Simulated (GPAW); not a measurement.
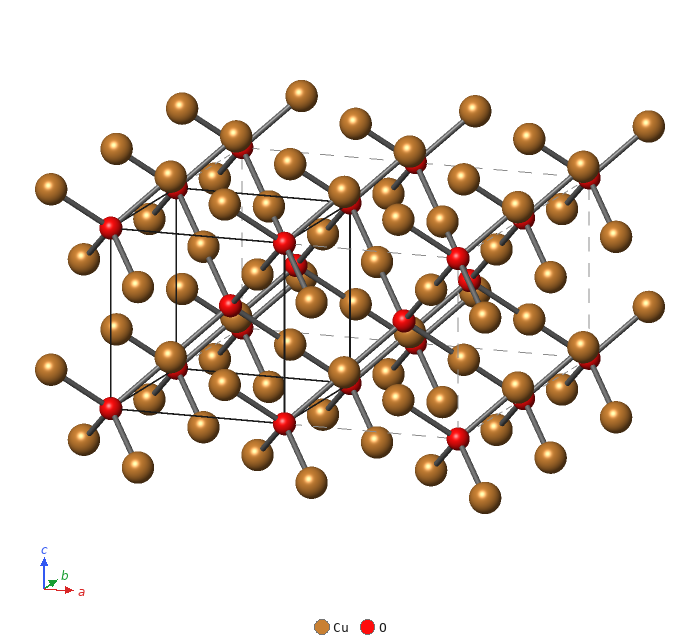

Cu₂O (space group Pn-3m, No. 224). Coordinates: an entry of the Crystallography Open Database, as set up for an electronic-structure calculation.

Bonds are taken as Cu–O below 2.1 Å. The graph is simplified in the usual way: terminal and isolated atoms are pruned, two-connected atoms become edges.

Question: What kind of net remains, and which atoms are its nodes?

Answer: A uninodal 4-connected, three-periodic net: O is a 4-connected node. Cu becomes part of the edges.

Question: Which named net is it?

Answer: It is the dia net, known from diamond, zinc blende and cristobalite.

Question: Is the net interpenetrated?

Answer: Two identical nets interpenetrate without a bond between them.

Question: Give the first ten terms of the coordination sequence (nodes one, two, three … edges away).

Answer: O: 4, 12, 24, 42, 64, 92, 124, 162, 204, 252.
